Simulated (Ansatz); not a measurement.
The coordinates of a crystal:

```cif
data_structure
_symmetry_space_group_name_H-M 'P 63/m m c'
_symmetry_Int_Tables_number 194
_cell_length_a 2.6887
_cell_length_b 2.6887
_cell_length_c 4.3290
_cell_angle_alpha 90.000
_cell_angle_beta 90.000
_cell_angle_gamma 120.000
_cell_volume 27.10
loop_
_atom_site_label
_atom_site_type_symbol
_atom_site_symmetry_multiplicity
_atom_site_Wyckoff_symbol
_atom_site_fract_x
_atom_site_fract_y
_atom_site_fract_z
_atom_site_occupancy
Rh1 Rh 2 c 0.66667 0.33333 0.75000 1
```

**Characterise the structure given above.**

The element is rhodium. The symmetry is that of P6_3/mmc (No. 194), on a primitive hexagonal lattice. Among the common structure types it is hexagonal close-packed (Mg type). The cell holds two atoms. About every Rh there are twelve Rh in an anticuboctahedral arrangement at 2.66 to 2.69 Å. The bonds build a three-dimensional framework.

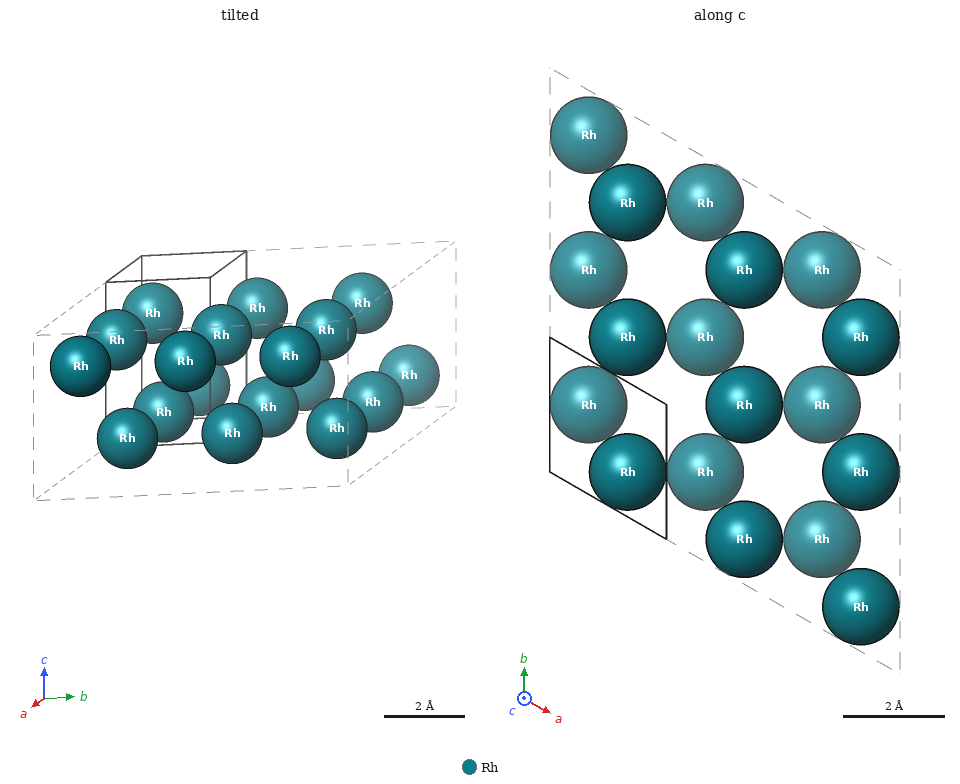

The image is a spheres-only drawing of a crystal, viewed slightly off an axis and along the c axis. A block of 3×3×1 cells is shown, with one conventional unit cell in solid outline. Colours: rhodium blue.

The initial geometry was a structure listed in the Materials Project. Earlier steps of the study may have refined or changed the cell and positions. It went into a calculation with Ansatz.
